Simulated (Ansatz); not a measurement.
**Single-point calculation of NbN (part 1 of 3)**

System: NbN (Fm-3m, 4 atoms in the cell).
Method: DFT PBEsol+U, non-collinear, scalar-relativistic, plane waves, PAW, Ueff = 8 eV on Nb atom 1 d; Ueff = 8 eV on Nb atom 3 d (Ansatz 0.2.0).

The structure derives from an entry of the Crystallography Open Database. It belongs to a series of runs on one base structure; here: canted directions held. Figures and captions count atoms from 1; the log counts them from 0 in places.

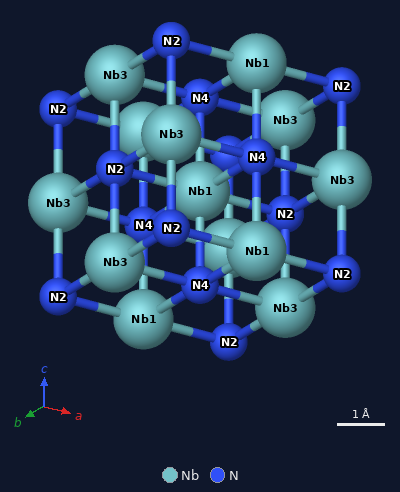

Fig. 1: The structure (ball-and-stick view of the cell 2 times as large as that of the calculation, set on its symmetry axes, seen at an oblique angle; atoms are numbered from 1 in the order of the input).

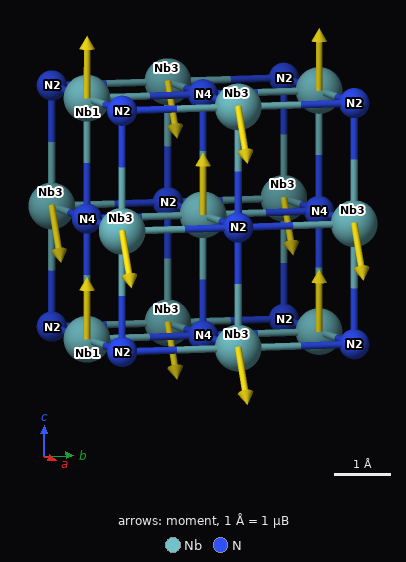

Fig. 2: Magnetic moments of the sites as yellow arrows (ball-and-stick view of the cell 2 times as large as that of the calculation, set on its symmetry axes, seen slightly off an axis; atoms are numbered from 1 in the order of the input); small moments hardly show. Site moments: Nb1, Nb3 (1.14 μB); N2, N4 (0.06 μB). They are counted near the atoms and needn't add up to the moment of the cell.

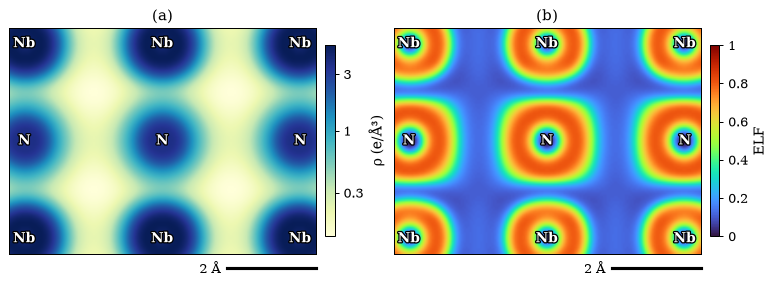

Fig. 3: (a) valence electron density; (b) ELF on the (11̄0) plane of the calculation cell. Atoms in the plane: Nb and N. Nb–N (2.19 Å): the density is about 0.55 e/Å³ at the midpoint; the ELF is about 0.15 at the midpoint (a polar contact without a shared pair, in a metal). Away from the nuclei the density in this plane falls to 0.13 e/Å³ at its lowest. The strong features right at Nb lie inside the PAW spheres (semicore, d or f shells) and say nothing about bonding. Core electrons are frozen (PAW), so the fields are smoothed inside the atomic spheres.

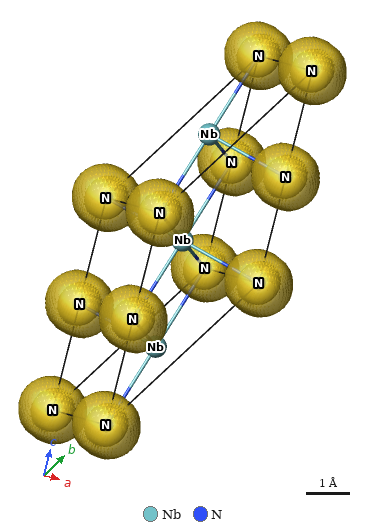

Fig. 4: Isosurface of the electron localisation function at 0.75 (yellow), seen slightly off an axis. Core shells and regions of very low density are left out. Sticks mark near contacts. The outline is the calculation cell. Along the contacts the grid gives the following. Nb–N (2.19 Å): the ELF is about 0.15 at the midpoint (no shared pair; the contact is polar).

The input and output of the run follow.

Input file:
```yaml
crystal:
  lattice:
    - [0.0, 2.19450073, 2.19450073]
    - [4.38900146, 2.19450073, 2.19450073]
    - [4.38900146, 4.38900146, 0.0]
  atoms:
    - { symbol: Nb, position: [0.5, 0.5, 0.0], spin: 2.0, spin_axis: [0.0, 0.0, 1.0] }
    - { symbol: "N", position: [0.0, 0.0, 0.0] }
    - { symbol: Nb, position: [0.5, 0.5, 0.5], spin: 2.0, spin_axis: [0.5, 0.0, -0.866025] }
    - { symbol: "N", position: [0.0, 0.0, 0.5] }
basis:
  ecutwfc: 420
  ecutrho_ratio: 4
kpoints:
  mp_grid: { grid: [7, 7, 7] }
hamiltonian:
  xc: pbesol
  hubbard:
    sites:
      - { site: 0, l: d, u_eff: 8.0, starting_ns: [{ occupation_matrix: s0 }] }
      - { site: 2, l: d, u_eff: 8.0, starting_ns: [{ occupation_matrix: s2 }] }
    occupation_matrices:
      s0:
        spinor_matrix:
          - [[0.02, 0.0], [0.0, 0.0], [0.0, 0.0], [0.0, 0.0], [0.0, 0.0], [0.0, 0.0], [0.0, 0.0], [0.0, 0.0], [0.0, 0.0], [0.0, 0.0]]
          - [[0.0, 0.0], [0.97, 0.0], [0.0, 0.0], [0.0, 0.0], [0.0, 0.0], [0.0, 0.0], [0.0, 0.0], [0.0, 0.0], [0.0, 0.0], [0.0, 0.0]]
          - [[0.0, 0.0], [0.0, 0.0], [0.02, 0.0], [0.0, 0.0], [0.0, 0.0], [0.0, 0.0], [0.0, 0.0], [0.0, 0.0], [0.0, 0.0], [0.0, 0.0]]
          - [[0.0, 0.0], [0.0, 0.0], [0.0, 0.0], [0.02, 0.0], [0.0, 0.0], [0.0, 0.0], [0.0, 0.0], [0.0, 0.0], [0.0, 0.0], [0.0, 0.0]]
          - [[0.0, 0.0], [0.0, 0.0], [0.0, 0.0], [0.0, 0.0], [0.97, 0.0], [0.0, 0.0], [0.0, 0.0], [0.0, 0.0], [0.0, 0.0], [0.0, 0.0]]
          - [[0.0, 0.0], [0.0, 0.0], [0.0, 0.0], [0.0, 0.0], [0.0, 0.0], [0.02, 0.0], [0.0, 0.0], [0.0, 0.0], [0.0, 0.0], [0.0, 0.0]]
          - [[0.0, 0.0], [0.0, 0.0], [0.0, 0.0], [0.0, 0.0], [0.0, 0.0], [0.0, 0.0], [0.02, 0.0], [0.0, 0.0], [0.0, 0.0], [0.0, 0.0]]
          - [[0.0, 0.0], [0.0, 0.0], [0.0, 0.0], [0.0, 0.0], [0.0, 0.0], [0.0, 0.0], [0.0, 0.0], [0.02, 0.0], [0.0, 0.0], [0.0, 0.0]]
          - [[0.0, 0.0], [0.0, 0.0], [0.0, 0.0], [0.0, 0.0], [0.0, 0.0], [0.0, 0.0], [0.0, 0.0], [0.0, 0.0], [0.02, 0.0], [0.0, 0.0]]
          - [[0.0, 0.0], [0.0, 0.0], [0.0, 0.0], [0.0, 0.0], [0.0, 0.0], [0.0, 0.0], [0.0, 0.0], [0.0, 0.0], [0.0, 0.0], [0.02, 0.0]]
      s2:
        spinor_matrix:
          - [[0.02, 0.0], [0.0, 0.0], [0.0, 0.0], [0.0, 0.0], [0.0, 0.0], [0.0, 0.0], [0.0, 0.0], [0.0, 0.0], [0.0, 0.0], [0.0, 0.0]]
          - [[0.0, 0.0], [0.08364, 0.0], [0.0, 0.0], [0.0, 0.0], [0.0, 0.0], [0.0, 0.0], [0.2375, 0.0], [0.0, 0.0], [0.0, 0.0], [0.0, 0.0]]
          - [[0.0, 0.0], [0.0, 0.0], [0.02, 0.0], [0.0, 0.0], [0.0, 0.0], [0.0, 0.0], [0.0, 0.0], [0.0, 0.0], [0.0, 0.0], [0.0, 0.0]]
          - [[0.0, 0.0], [0.0, 0.0], [0.0, 0.0], [0.02, 0.0], [0.0, 0.0], [0.0, 0.0], [0.0, 0.0], [0.0, 0.0], [0.0, 0.0], [0.0, 0.0]]
          - [[0.0, 0.0], [0.0, 0.0], [0.0, 0.0], [0.0, 0.0], [0.08364, 0.0], [0.0, 0.0], [0.0, 0.0], [0.0, 0.0], [0.0, 0.0], [0.2375, 0.0]]
          - [[0.0, 0.0], [0.0, 0.0], [0.0, 0.0], [0.0, 0.0], [0.0, 0.0], [0.02, 0.0], [0.0, 0.0], [0.0, 0.0], [0.0, 0.0], [0.0, 0.0]]
          - [[0.0, 0.0], [0.2375, 0.0], [0.0, 0.0], [0.0, 0.0], [0.0, 0.0], [0.0, 0.0], [0.90636, 0.0], [0.0, 0.0], [0.0, 0.0], [0.0, 0.0]]
          - [[0.0, 0.0], [0.0, 0.0], [0.0, 0.0], [0.0, 0.0], [0.0, 0.0], [0.0, 0.0], [0.0, 0.0], [0.02, 0.0], [0.0, 0.0], [0.0, 0.0]]
          - [[0.0, 0.0], [0.0, 0.0], [0.0, 0.0], [0.0, 0.0], [0.0, 0.0], [0.0, 0.0], [0.0, 0.0], [0.0, 0.0], [0.02, 0.0], [0.0, 0.0]]
          - [[0.0, 0.0], [0.0, 0.0], [0.0, 0.0], [0.0, 0.0], [0.2375, 0.0], [0.0, 0.0], [0.0, 0.0], [0.0, 0.0], [0.0, 0.0], [0.90636, 0.0]]
    ns_hold: { iters: 8 }
scf:
  occupations: { method: gaussian, width: 0.05 }
  lower_state_search: "off"
  max_iter: 150
output:
  forces: true
  stress: true
  eigenvalues: true
  populations: true
  hubbard: { sites: [{ site: 0, l: d }, { site: 2, l: d }] }
  write_density: true
  write_potential: true
  elf: true
  volumetric_format: npy
magnetization:
  noncollinear: true
  spin_orbit: false
  spin_locking: { lock_directions: true }
```

Run as:
```bash
ansatz run input.yaml --threads 2 --pin off --max-ram 3072MiB --backend cpu --events-out ev --progress --plain --runs-dir out
```

Output:
```
Warning: output.stress: scf.convergence.dr2_threshold = 1e-7 eV (the SCF's general default) is looser than the 4e-10 eV advised for a printed stress (1e-10 eV for each atom of the cell: 4). What an SCF threshold leaves in a stress goes as its square root, and in the free energy as the threshold itself, and one threshold admits the most on a small cell: of the crystals measured, under no hybrid functional and no lock of the moments, on runs that ended without the residual-converged pass, on stresses that held no estimate of that error, the worst erred by over 100 MPa in a component at 1e-7 eV an atom and by under 5 at 1e-10. Set scf.convergence.dr2_threshold to 4e-10 eV or tighter. The threshold is an SCF's pass mark: one that does not reach it within its budget of iterations ends unconverged, or closes short of it on a stop that the run arms, and scf.convergence.dr2_threshold's page says what that costs each kind of run
Warning: output.stress: the lock of the moments that magnetization.spin_locking holds to the close lets an SCF meet its threshold on dr2 anywhere within the lock's freeze window, and the stress can move with the moments there: no threshold on dr2 bounds that. The window is the square root of the freeze energy over magnetization.spin_locking.lambda. Set magnetization.spin_locking.freeze_energy_tol to 1e-7 of magnetization.spin_locking.lambda or tighter (1e-7 eV at magnetization.spin_locking.lambda's default), and hold the SCF's own gates tight with it: the threshold on dr2 and, on a non-collinear run, whose gate on the magnetisation can be let go, scf.convergence.magnetization_residual_energy_tol, under 2e-7 eV over the cell's volume in cubic angstroms (a run under these bars is not thereby shown to hold its stress)
basis.fft_grid_basis auto: the FFT boxes are laid along the combinations [[1, 0, 0], [-1, 1, 0], [0, -1, 1]] of the cell's own vectors, 3.103, 4.389 and 3.103 Å long. The dense box has 24×30×24 points. Along the cell's own vectors, as sized, it would have 24×36×45, 2.25 times as many. basis.fft_grid_basis: typed keeps the cell's own vectors: state it where this run's energies or levels are differenced outside the engine with another run's, or held beside a run that keeps those vectors. Those combinations have planes normal to reciprocal vector 3, as the cell's own vectors have. Each planar average written beside output.write_density, output.write_potential has a row for each plane of the box: 24. The volumetric files lie along those combinations, not along the cell's own vectors: a cube or XSF file states them, and fields.json those of NumPy files.
Nb: projections on atomic orbitals take those of the free atom [Ar 3d10] 4s2 4p6 4d4 5s1, of charge +0.00 (hamiltonian.pseudopotentials.projection_atoms); the dataset's partial waves leave at most 4.9e-6 of an orbital's norm unspanned inside its sphere
N: projections on atomic orbitals take those of the free atom [He] 2s2 2p3, of charge +0.00 (hamiltonian.pseudopotentials.projection_atoms); the dataset's partial waves leave at most 9.3e-9 of an orbital's norm unspanned inside its sphere
Engine: ansatz 0.2.0, aarch64-unknown-linux-gnu
Pseudopotentials: kind: paw
Pseudopotential: Nb, paw, valence charge 13, recommended cutoff 420 eV (normal), Nb.paw.azcp
Pseudopotential: N, paw, valence charge 5, recommended cutoff 420 eV (normal), N.paw.azcp
Functional definition: PBEsol
  exchange = pbesol_x
  correlation = pbesol_c
Crystal: 4 atoms, lattice volume = 42.273 Å³
Basis set: ecut = 420 eV, 823 PW (Γ), FFT grids on a1, −a1+a2, −a2+a3, exchange–correlation on 48×60×48 points (8 copies of the dense FFT grid, shifted against one another)
Bands: 44, of which v1, the nominal top of the filled ones, is band 36 counted from 1 (35 counted from 0)
Symmetry: 2 space group operations + 2 with time reversal
Magnetic group: BNS 12.62 (UNI 69), of the structure as read, at distance tolerance 3.5e-5 Å
k-points: 100 of 343 (time reversal used)
Non-local potential: Nb, projectors of the file, l = 0: 3, l = 1: 2, l = 2: 2, l = 3: 1
Non-local potential: N, projectors of the file, l = 0: 2, l = 1: 2, l = 2: 1
PAW form: soft (Blöchl's): semilocal exchange-correlation on the pseudo side does not see the compensation charge
PAW frozen core: Nb, regenerated for the run's functional, and the local potential with it (the file was generated under x = pbe(κ = 0.804, μ = 0.2195149727645171), c = pbe(β = 0.06672455060314922))
PAW frozen core: N, regenerated for the run's functional, and the local potential with it (the file was generated under x = pbe(κ = 0.804, μ = 0.2195149727645171), c = pbe(β = 0.06672455060314922))
PAW one-centre angular grid: Nb, 590 points (default); XC on 64 Gauss nodes
PAW one-centre angular grid: N, 110 points (default); XC on 64 Gauss nodes
Initial density: superposition of atomic densities (chi_scale 0.1, normalization cell, long waves kept (reshape's long-wave potential 0.00 eV rms))
Starting moments: Σ|m| = 4 μB on 2 of 4 sites
Initial wavefunctions: pseudopotential atomic-orbital guess
Functional: x = pbesol(κ = 0.804, μ = 0.12345679012345678), c = pbesol(β = 0.046)
```
